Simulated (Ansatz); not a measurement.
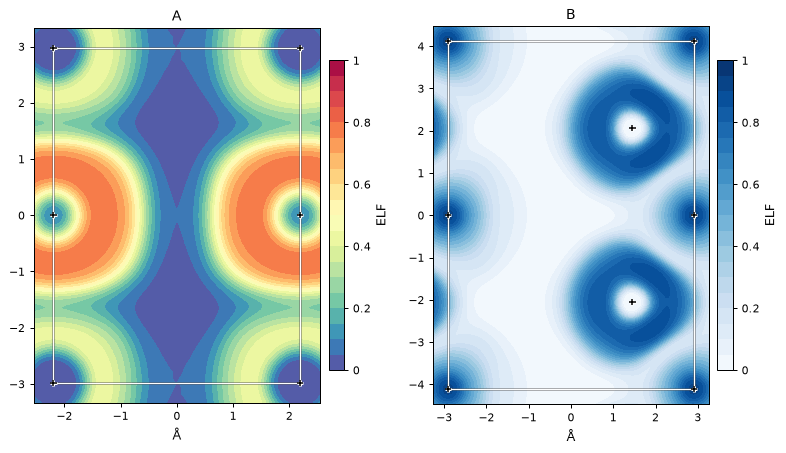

The ELF of 2 systems, each on a plane through atoms (crosses mark nuclei in the plane).

These are results of DFT PBE, scalar-relativistic, plane waves, PAW (Ansatz 0.2.0), not measurements.

System 1: CdS, the (101) plane of the conventional cell. Space group F-43m; computed pressure about 3 GPa in this cell.

System 2: PbSe, the (100) plane of the conventional cell. Space group I4/mmm; computed pressure about 3 GPa in this cell.

```
CELL_PARAMETERS angstrom
3.10410 -3.10410 0.00000
3.10410 3.10410 0.00000
0.00000 0.00000 5.95988
ATOMIC_POSITIONS crystal
Pb 0.00000 0.00000 0.00000
Pb 0.50000 0.50000 0.50000
Se 0.50000 0.50000 0.00000
Se 0.00000 0.00000 0.50000
```

Q: Which map belongs to which system?

A: Panel A is system 2, PbSe: the plane holds Pb and Se. Pb–Se (2.98 Å): the ELF is about 0.30 at the midpoint. Panel B is system 1, CdS: the plane holds Cd and S. Cd–S (2.52 Å): the ELF peaks at about 0.90 in the valence shell of S, 0.8 Å from its nucleus, and is about 0.30 at the midpoint.
